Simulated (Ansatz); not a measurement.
**Chromium, bcc under LDA: how the cold (Marzari-Vanderbilt) smearing moves the result**

A convergence test of the cold (Marzari-Vanderbilt) smearing width. The geometry was relaxed under LDA beforehand and stays fixed; 7 values are run, from 0.01 to 1.0 eV. Wanted are the values from which on the energy stays within 10 and 1 meV/atom, and the pressure within 0.5 GPa, of the narrowest run. Within the series other settings stay, but some runs also write fields, which adds to their time. Spin polarisation is left out.

Computed with Ansatz 0.2.0 (DFT LDA, plane waves with PAW, scalar-relativistic, unless a step says otherwise).

## (1) The starting structure

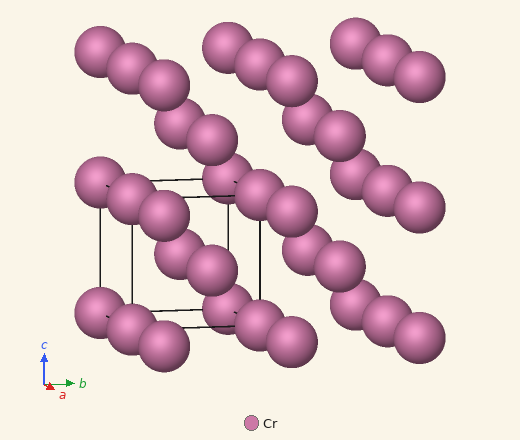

Start, viewed slightly off an axis; chromium pink. 2×2×2 conventional cells are drawn; the run uses a primitive one. Any atoms on the faces are drawn again on the opposite ones.

Coordinates:

```cif
data_structure
_symmetry_space_group_name_H-M 'Im-3m'
_symmetry_Int_Tables_number 229
_cell_length_a 2.7885
_cell_length_b 2.7885
_cell_length_c 2.7885
_cell_angle_alpha 90.000
_cell_angle_beta 90.000
_cell_angle_gamma 90.000
_cell_volume 21.68
loop_
_atom_site_label
_atom_site_type_symbol
_atom_site_symmetry_multiplicity
_atom_site_Wyckoff_symbol
_atom_site_fract_x
_atom_site_fract_y
_atom_site_fract_z
_atom_site_occupancy
Cr1 Cr 2 a 0.00000 0.00000 0.00000 1
```

## (2) Run at 0.01 eV

The run at 0.01 eV.

input.yaml

```yaml
crystal:
  lattice:
    - [-1.3942485114, 1.3942485114, 1.3942485114]
    - [1.3942485114, -1.3942485114, 1.3942485114]
    - [1.3942485114, 1.3942485114, -1.3942485114]
  atoms:
    - { symbol: Cr, position: [0.0, 0.0, 0.0] }
hamiltonian:
  xc: lda
  pseudopotentials:
    kind: paw
    azcp:
      Cr: "pseudopotentials/Cr.paw.azcp"
basis:
  ecutwfc: 420
  fft_grid_basis: typed
kpoints:
  mp_grid: { grid: [16, 16, 16], shift: [0, 0, 0] }
magnetization:
  spin_polarized: false
scf:
  occupations: { method: cold, width: 0.01 }
  lower_state_search: "off"
output:
  stress: true
```

The run is started by

```console
$ ansatz run input.yaml --threads 2 --pin off --max-ram 5120MiB --backend cpu --events-out ev --progress --plain --runs-dir out
```

Log (excerpt; [...] marks lines left out):

```text
Warning: <dir> the record states the generating functional pbe (its physics header spells it `PBE`), which answers neither for hamiltonian.xc's functional nor for the lda family's — results may be inconsistent (PPs are generated against a specific XC)
Warning: RAYON_NUM_THREADS=2 ignored (pool sized by the plan → 2); use --threads N
[...]
Pseudopotentials: kind: paw
Pseudopotential: Cr, paw, valence charge 14, recommended cutoff 420 eV (normal), <dir>
Functional definition: SPW92
[...]
Crystal: 1 atoms, lattice volume = 10.841 Å³
Basis set: ecut = 420 eV, 201 PW (Γ)
Bands: 11, of which v1, the nominal top of the filled ones, is band 7 counted from 1 (6 counted from 0)
Symmetry: 48 space group operations
Space group: Im-3m (ITA 229), of the structure as read, at distance tolerance 2.2e-5 Å
k-points: 145 of 4096
[...]
SCF iter   1: F=—  HF=-3323.068542 eV  |F-HF|=—  |Δ(HF+E_count)|=         —  Δρ=1.05e-2  dr2=3.71e-3  ethr=1.77e-3  ⟨swp⟩=3.6  Hψ=7758  notcnv=0
[...]
SCF iter   6: F=-3323.067704 eV  HF=-3323.067704 eV  |F-HF|=2.61e-10  |Δ(HF+E_count)|=   1.08e-8  S|Δr|=    0.00e0  Δρ=6.80e-6  dr2=1.20e-9  ethr=7.14e-10  ⟨swp⟩=3.9  Hψ=4424  notcnv=0
[...]
SCF converged after 6 iterations
Stability not checked: this state was not tested for a lower state beside it, because cold or Methfessel-Paxton smearing, or corrected tetrahedra, fill the levels in a way that the test cannot read (fill_not_monotonic; see scf.lower_state_search)
Free energy (F): -3323.067704 eV
[...]
E sigma→0 (E₀):  -3323.067714 eV
Entropy (-TS):   0.000031 eV (0.031 meV/atom)
Fermi energy:    20.497046 eV
Step filling:    the computed levels leave a gap of 0.0287 eV = 2.9 smearing widths at the electron count; against every level under it full and every level over it empty, smearing changes F+E_penalty+E_count by +0.026 meV and its σ→0 estimate by +0.016 meV
[...]
--- Stress (GPa, compression-positive) ---
       -0.000297       0.000000       0.000000
        0.000000      -0.000297       0.000000
       -0.000000       0.000000      -0.000297
  P = ⅓ Tr σ = -0.0003 GPa (-0.003 kbar)
```

Wall time 0.92 s (2 threads of Arm Neoverse V1, shared host); peak memory 0.27 GiB.

## (3) Run at 0.03 eV

The run at 0.03 eV.

Changes to input.yaml since step 2:

```diff
@@ -21,3 +21,3 @@
 scf:
-  occupations: { method: cold, width: 0.01 }
+  occupations: { method: cold, width: 0.03 }
   lower_state_search: "off"
```

The run is started by

```console
$ ansatz run input.yaml --threads 2 --pin off --max-ram 5120MiB --backend cpu --events-out ev --progress --plain --runs-dir out
```

Log (excerpt; [...] marks lines left out):

```text
Warning: <dir> the record states the generating functional pbe (its physics header spells it `PBE`), which answers neither for hamiltonian.xc's functional nor for the lda family's — results may be inconsistent (PPs are generated against a specific XC)
Warning: RAYON_NUM_THREADS=2 ignored (pool sized by the plan → 2); use --threads N
[...]
[... 3 set-up lines as earlier in the session ...]
[...]
Crystal: 1 atoms, lattice volume = 10.841 Å³
Basis set: ecut = 420 eV, 201 PW (Γ)
Bands: 11, of which v1, the nominal top of the filled ones, is band 7 counted from 1 (6 counted from 0)
[... 2 set-up lines as earlier in the session ...]
k-points: 145 of 4096
[...]
SCF iter   1: F=—  HF=-3323.068524 eV  |F-HF|=—  |Δ(HF+E_count)|=         —  Δρ=1.05e-2  dr2=3.78e-3  ethr=1.77e-3  ⟨swp⟩=3.7  Hψ=7757  notcnv=0
[...]
SCF iter   6: F=-3323.067646 eV  HF=-3323.067646 eV  |F-HF|=2.00e-9  |Δ(HF+E_count)|=   7.76e-8  S|Δr|=    0.00e0  Δρ=1.39e-5  dr2=5.94e-9  ethr=7.14e-10  ⟨swp⟩=2.2  Hψ=5754  notcnv=0
[...]
SCF converged after 6 iterations
Stability not checked: this state was not tested for a lower state beside it, because cold or Methfessel-Paxton smearing, or corrected tetrahedra, fill the levels in a way that the test cannot read (fill_not_monotonic; see scf.lower_state_search)
Free energy (F): -3323.067646 eV
[...]
E sigma→0 (E₀):  -3323.067680 eV
Entropy (-TS):   0.000101 eV (0.101 meV/atom)
Fermi energy:    20.500837 eV
Step filling:    the computed levels leave a gap of 0.0286 eV = 1.0 smearing widths at the electron count; against every level under it full and every level over it empty, smearing changes F+E_penalty+E_count by +0.085 meV and its σ→0 estimate by +0.051 meV
[...]
--- Stress (GPa, compression-positive) ---
        0.062395      -0.000000       0.000000
       -0.000000       0.062395       0.000000
        0.000000       0.000000       0.062395
  P = ⅓ Tr σ = 0.0624 GPa (0.624 kbar)
```

It took 0.89 s on 2 threads of Arm Neoverse V1, shared host; peak memory 0.27 GiB.

## (4) Run at 0.1 eV

The run at 0.1 eV.

Changes to input.yaml since step 3:

```diff
@@ -21,3 +21,3 @@
 scf:
-  occupations: { method: cold, width: 0.03 }
+  occupations: { method: cold, width: 0.1 }
   lower_state_search: "off"
```

The run is started by

```console
$ ansatz run input.yaml --threads 2 --pin off --max-ram 5120MiB --backend cpu --events-out ev --progress --plain --runs-dir out
```

Log (excerpt; [...] marks lines left out):

```text
Warning: <dir> the record states the generating functional pbe (its physics header spells it `PBE`), which answers neither for hamiltonian.xc's functional nor for the lda family's — results may be inconsistent (PPs are generated against a specific XC)
Warning: RAYON_NUM_THREADS=2 ignored (pool sized by the plan → 2); use --threads N
[...]
[... 3 set-up lines as earlier in the session ...]
[...]
Crystal: 1 atoms, lattice volume = 10.841 Å³
Basis set: ecut = 420 eV, 201 PW (Γ)
Bands: 11, of which v1, the nominal top of the filled ones, is band 7 counted from 1 (6 counted from 0)
[... 2 set-up lines as earlier in the session ...]
k-points: 145 of 4096
[...]
SCF iter   1: F=—  HF=-3323.068692 eV  |F-HF|=—  |Δ(HF+E_count)|=         —  Δρ=1.06e-2  dr2=3.90e-3  ethr=1.77e-3  ⟨swp⟩=3.9  Hψ=7787  notcnv=0
[...]
SCF iter   6: F=-3323.067843 eV  HF=-3323.067843 eV  |F-HF|=6.35e-9  |Δ(HF+E_count)|=   1.79e-7  S|Δr|=    0.00e0  Δρ=2.31e-5  dr2=1.58e-8  ethr=7.14e-10  ⟨swp⟩=2.2  Hψ=5788  notcnv=0
[...]
SCF converged after 6 iterations
Stability not checked: this state was not tested for a lower state beside it, because cold or Methfessel-Paxton smearing, or corrected tetrahedra, fill the levels in a way that the test cannot read (fill_not_monotonic; see scf.lower_state_search)
Free energy (F): -3323.067843 eV
[...]
E sigma→0 (E₀):  -3323.067623 eV
Entropy (-TS):   -0.000660 eV (-0.660 meV/atom)
Fermi energy:    20.522225 eV
Step filling:    the computed levels leave a gap of 0.0289 eV = 0.3 smearing widths at the electron count; against every level under it full and every level over it empty, smearing changes F+E_penalty+E_count by -0.112 meV and its σ→0 estimate by +0.109 meV
[...]
--- Stress (GPa, compression-positive) ---
       -0.038225      -0.000000       0.000000
        0.000000      -0.038225       0.000000
       -0.000000       0.000000      -0.038225
  P = ⅓ Tr σ = -0.0382 GPa (-0.382 kbar)
```

Run time: 0.9 s. Hardware: 2 threads of Arm Neoverse V1, shared host; peak memory 0.27 GiB.

## (5) Run at 0.2 eV

The run at 0.2 eV.

Changes to input.yaml since step 4:

```diff
@@ -21,3 +21,3 @@
 scf:
-  occupations: { method: cold, width: 0.1 }
+  occupations: { method: cold, width: 0.2 }
   lower_state_search: "off"
@@ -25 +25,5 @@
   stress: true
+  write_density: true
+  write_potential: true
+  elf: true
+  volumetric_format: npy
```

The run is started by

```console
$ ansatz run input.yaml --threads 2 --pin off --max-ram 5120MiB --backend cpu --events-out ev --progress --plain --runs-dir out
```

Log (excerpt; [...] marks lines left out):

```text
Warning: <dir> the record states the generating functional pbe (its physics header spells it `PBE`), which answers neither for hamiltonian.xc's functional nor for the lda family's — results may be inconsistent (PPs are generated against a specific XC)
Warning: RAYON_NUM_THREADS=2 ignored (pool sized by the plan → 2); use --threads N
[...]
[... 3 set-up lines as earlier in the session ...]
[...]
Crystal: 1 atoms, lattice volume = 10.841 Å³
Basis set: ecut = 420 eV, 201 PW (Γ)
Bands: 11, of which v1, the nominal top of the filled ones, is band 7 counted from 1 (6 counted from 0)
[... 2 set-up lines as earlier in the session ...]
k-points: 145 of 4096
[...]
SCF iter   1: F=—  HF=-3323.069122 eV  |F-HF|=—  |Δ(HF+E_count)|=         —  Δρ=1.03e-2  dr2=3.58e-3  ethr=1.77e-3  ⟨swp⟩=3.9  Hψ=7733  notcnv=0
[...]
SCF iter   6: F=-3323.068343 eV  HF=-3323.068343 eV  |F-HF|=8.10e-9  |Δ(HF+E_count)|=   2.14e-7  S|Δr|=    0.00e0  Δρ=2.55e-5  dr2=1.96e-8  ethr=7.14e-10  ⟨swp⟩=5.0  Hψ=8328  notcnv=0
[...]
SCF converged after 6 iterations
Stability not checked: this state was not tested for a lower state beside it, because cold or Methfessel-Paxton smearing, or corrected tetrahedra, fill the levels in a way that the test cannot read (fill_not_monotonic; see scf.lower_state_search)
Free energy (F): -3323.068343 eV
[...]
E sigma→0 (E₀):  -3323.068192 eV
Entropy (-TS):   -0.000453 eV (-0.453 meV/atom)
Fermi energy:    20.537298 eV
Step filling:    the computed levels leave a gap of 0.0291 eV = 0.1 smearing widths at the electron count; against every level under it full and every level over it empty, smearing changes F+E_penalty+E_count by -0.607 meV and its σ→0 estimate by -0.456 meV
[...]
--- Stress (GPa, compression-positive) ---
       -0.106918       0.000000       0.000000
       -0.000000      -0.106918      -0.000000
       -0.000000       0.000000      -0.106918
  P = ⅓ Tr σ = -0.1069 GPa (-1.069 kbar)
--- Band table (eV; the first three rows and the last of 145) ---
  k-point 0: bands = ["-50.7234", "-21.7033", "-21.7033", "-21.7033", "12.5174", "19.5517", "19.5517", "19.5517", "21.7394", "21.7394", "43.4149"]
[...]
```

It took 1.3 s on 2 threads of Arm Neoverse V1, shared host; peak memory 0.27 GiB.

## (6) Run at 0.3 eV

The run at 0.3 eV.

Changes to input.yaml since step 5:

```diff
@@ -21,3 +21,3 @@
 scf:
-  occupations: { method: cold, width: 0.2 }
+  occupations: { method: cold, width: 0.3 }
   lower_state_search: "off"
```

The run is started by

```console
$ ansatz run input.yaml --threads 2 --pin off --max-ram 5120MiB --backend cpu --events-out ev --progress --plain --runs-dir out
```

Log (excerpt; [...] marks lines left out):

```text
Warning: <dir> the record states the generating functional pbe (its physics header spells it `PBE`), which answers neither for hamiltonian.xc's functional nor for the lda family's — results may be inconsistent (PPs are generated against a specific XC)
Warning: RAYON_NUM_THREADS=2 ignored (pool sized by the plan → 2); use --threads N
[...]
[... 3 set-up lines as earlier in the session ...]
[...]
Crystal: 1 atoms, lattice volume = 10.841 Å³
Basis set: ecut = 420 eV, 201 PW (Γ)
Bands: 11, of which v1, the nominal top of the filled ones, is band 7 counted from 1 (6 counted from 0)
[... 2 set-up lines as earlier in the session ...]
k-points: 145 of 4096
[...]
SCF iter   1: F=—  HF=-3323.069260 eV  |F-HF|=—  |Δ(HF+E_count)|=         —  Δρ=1.02e-2  dr2=3.45e-3  ethr=1.77e-3  ⟨swp⟩=3.7  Hψ=7432  notcnv=0
[...]
SCF iter   6: F=-3323.068513 eV  HF=-3323.068513 eV  |F-HF|=3.93e-9  |Δ(HF+E_count)|=   1.30e-7  S|Δr|=    0.00e0  Δρ=1.75e-5  dr2=9.31e-9  ethr=7.14e-10  ⟨swp⟩=4.9  Hψ=8339  notcnv=0
[...]
SCF converged after 6 iterations
Stability not checked: this state was not tested for a lower state beside it, because cold or Methfessel-Paxton smearing, or corrected tetrahedra, fill the levels in a way that the test cannot read (fill_not_monotonic; see scf.lower_state_search)
Free energy (F): -3323.068513 eV
[...]
E sigma→0 (E₀):  -3323.068138 eV
Entropy (-TS):   -0.001124 eV (-1.124 meV/atom)
Fermi energy:    20.542969 eV
Step filling:    the computed levels leave a gap of 0.0292 eV = 0.1 smearing widths at the electron count; against every level under it full and every level over it empty, smearing changes F+E_penalty+E_count by -0.774 meV and its σ→0 estimate by -0.400 meV
[...]
--- Stress (GPa, compression-positive) ---
       -0.112057      -0.000000       0.000000
       -0.000000      -0.112057       0.000000
        0.000000      -0.000000      -0.112057
  P = ⅓ Tr σ = -0.1121 GPa (-1.121 kbar)
--- Band table (eV; the first three rows and the last of 145) ---
  k-point 0: bands = ["-50.7221", "-21.7021", "-21.7021", "-21.7021", "12.5174", "19.5526", "19.5526", "19.5526", "21.7405", "21.7405", "43.4148"]
[...]
```

Wall time 1.3 s (2 threads of Arm Neoverse V1, shared host); peak memory 0.27 GiB.

## (7) Run at 0.6 eV

The run at 0.6 eV.

Changes to input.yaml since step 6:

```diff
@@ -21,3 +21,3 @@
 scf:
-  occupations: { method: cold, width: 0.3 }
+  occupations: { method: cold, width: 0.6 }
   lower_state_search: "off"
@@ -25,5 +25 @@
   stress: true
-  write_density: true
-  write_potential: true
-  elf: true
-  volumetric_format: npy
```

The run is started by

```console
$ ansatz run input.yaml --threads 2 --pin off --max-ram 5120MiB --backend cpu --events-out ev --progress --plain --runs-dir out
```

Log (excerpt; [...] marks lines left out):

```text
Warning: <dir> the record states the generating functional pbe (its physics header spells it `PBE`), which answers neither for hamiltonian.xc's functional nor for the lda family's — results may be inconsistent (PPs are generated against a specific XC)
Warning: RAYON_NUM_THREADS=2 ignored (pool sized by the plan → 2); use --threads N
[...]
[... 3 set-up lines as earlier in the session ...]
[...]
Crystal: 1 atoms, lattice volume = 10.841 Å³
Basis set: ecut = 420 eV, 201 PW (Γ)
Bands: 11, of which v1, the nominal top of the filled ones, is band 7 counted from 1 (6 counted from 0)
[... 2 set-up lines as earlier in the session ...]
k-points: 145 of 4096
[...]
SCF iter   1: F=—  HF=-3323.069941 eV  |F-HF|=—  |Δ(HF+E_count)|=         —  Δρ=1.03e-2  dr2=3.35e-3  ethr=1.77e-3  ⟨swp⟩=3.0  Hψ=6781  notcnv=0
[...]
SCF iter   6: F=-3323.069200 eV  HF=-3323.069200 eV  |F-HF|=7.28e-12  |Δ(HF+E_count)|=  2.73e-10  S|Δr|=    0.00e0  Δρ=1.69e-6  dr2=3.53e-11  ethr=5.70e-12  ⟨swp⟩=1.6  Hψ=4547  notcnv=0
[...]
SCF converged after 6 iterations
Stability not checked: this state was not tested for a lower state beside it, because cold or Methfessel-Paxton smearing, or corrected tetrahedra, fill the levels in a way that the test cannot read (fill_not_monotonic; see scf.lower_state_search)
Free energy (F): -3323.069200 eV
[...]
E sigma→0 (E₀):  -3323.075477 eV
Entropy (-TS):   0.018830 eV (18.830 meV/atom)
Fermi energy:    20.497616 eV
Step filling:    the computed levels leave a gap of 0.0292 eV = 0.0 smearing widths at the electron count; against every level under it full and every level over it empty, smearing changes F+E_penalty+E_count by -1.454 meV and its σ→0 estimate by -7.731 meV
[...]
--- Stress (GPa, compression-positive) ---
       -0.564188      -0.000000       0.000000
        0.000000      -0.564188       0.000000
       -0.000000      -0.000000      -0.564188
  P = ⅓ Tr σ = -0.5642 GPa (-5.642 kbar)
```

Run time: 0.85 s. Hardware: 2 threads of Arm Neoverse V1, shared host; peak memory 0.27 GiB.

## (8) Run at 1.0 eV

The run at 1.0 eV.

Changes to input.yaml since step 7:

```diff
@@ -21,3 +21,3 @@
 scf:
-  occupations: { method: cold, width: 0.6 }
+  occupations: { method: cold, width: 1.0 }
   lower_state_search: "off"
```

The run is started by

```console
$ ansatz run input.yaml --threads 2 --pin off --max-ram 5120MiB --backend cpu --events-out ev --progress --plain --runs-dir out
```

Log (excerpt; [...] marks lines left out):

```text
Warning: <dir> the record states the generating functional pbe (its physics header spells it `PBE`), which answers neither for hamiltonian.xc's functional nor for the lda family's — results may be inconsistent (PPs are generated against a specific XC)
Warning: RAYON_NUM_THREADS=2 ignored (pool sized by the plan → 2); use --threads N
[...]
[... 3 set-up lines as earlier in the session ...]
[...]
Crystal: 1 atoms, lattice volume = 10.841 Å³
Basis set: ecut = 420 eV, 201 PW (Γ)
Bands: 11, of which v1, the nominal top of the filled ones, is band 7 counted from 1 (6 counted from 0)
[... 2 set-up lines as earlier in the session ...]
k-points: 145 of 4096
[...]
SCF iter   1: F=—  HF=-3323.023820 eV  |F-HF|=—  |Δ(HF+E_count)|=         —  Δρ=1.08e-2  dr2=3.23e-3  ethr=1.77e-3  ⟨swp⟩=2.6  Hψ=6677  notcnv=0
[...]
SCF iter   6: F=-3323.023022 eV  HF=-3323.023022 eV  |F-HF|=6.37e-12  |Δ(HF+E_count)|=  1.75e-10  S|Δr|=    0.00e0  Δρ=1.12e-6  dr2=1.81e-11  ethr=6.11e-12  ⟨swp⟩=1.0  Hψ=4515  notcnv=0
[...]
SCF converged after 6 iterations
Stability not checked: this state was not tested for a lower state beside it, because cold or Methfessel-Paxton smearing, or corrected tetrahedra, fill the levels in a way that the test cannot read (fill_not_monotonic; see scf.lower_state_search)
Free energy (F): -3323.023022 eV
[...]
E sigma→0 (E₀):  -3323.079179 eV
Entropy (-TS):   0.168470 eV (168.470 meV/atom)
Fermi energy:    20.343222 eV
Step filling:    the computed levels leave a gap of 0.0296 eV = 0.0 smearing widths at the electron count; against every level under it full and every level over it empty, smearing changes F+E_penalty+E_count by +44.780 meV and its σ→0 estimate by -11.377 meV
[...]
--- Stress (GPa, compression-positive) ---
       -3.049853       0.000000       0.000000
       -0.000000      -3.049853      -0.000000
        0.000000      -0.000000      -3.049853
  P = ⅓ Tr σ = -3.0499 GPa (-30.499 kbar)
```

It took 0.84 s on 2 threads of Arm Neoverse V1, shared host; peak memory 0.27 GiB.

## (9) The series

Differences are taken from the run at 0.01 eV.

```
smearing (eV)  F (meV/atom)  E(σ → 0) (meV/atom)  P (GPa)  SCF cycles  CPU time
         0.01          0.00                 0.00     0.00           6     1.5 s
         0.03          0.06                 0.03     0.06           6     1.5 s
          0.1         -0.14                 0.09    -0.04           6     1.5 s
          0.2         -0.64                -0.48    -0.11           6     2.1 s
          0.3         -0.81                -0.42    -0.11           6     2.1 s
          0.6         -1.50                -7.76    -0.56           6     1.5 s
          1.0         44.68               -11.46    -3.05           6     1.5 s
```

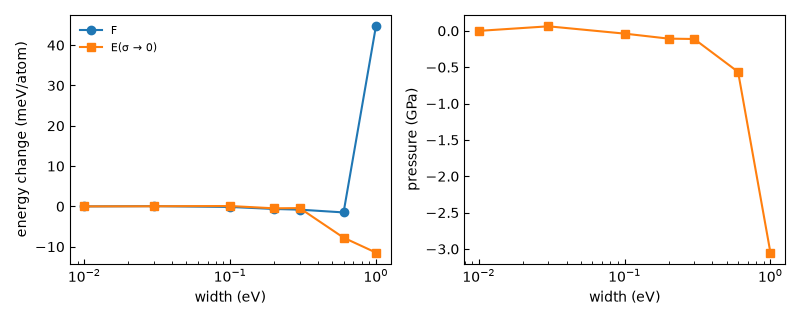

Energy and pressure against the cold (Marzari-Vanderbilt) smearing width.

## (10) Summary of results

```
                                           quantity                       value
       E(σ → 0) stays within 10 meV/atom of 0.01 eV                up to 0.6 eV
                   E(σ → 0) stays within 1 meV/atom                up to 0.3 eV
                      pressure stays within 0.5 GPa                up to 0.3 eV
                                pressure at 0.01 eV                    0.00 GPa
energy of a separate run on a finer mesh (26×26×26)  +1.6 meV/atom from 0.01 eV
```

**Reading.** The far end, 1.0 eV, lies -11.5 meV/atom and -3.0 GPa from the yardstick. The free energy F moves by +44.7 meV/atom over the range, and the estimate for σ → 0 by -11.5. This scheme cancels the term in the square of the width, so F moves little up to 0.2 eV. The mesh (16×16×16) is fixed, so the narrowest widths carry a k-point error of their own. The yardstick itself is unsettled by 1.6 meV/atom against the finer mesh, so the thresholds above hold only within this series, and wider smearing, which averages over more states, can land nearer the fine-mesh value than the narrowest does. The cell taken over is 10 % smaller than the measured one (11.99 Å³/atom, COD), which weighs on all values here.
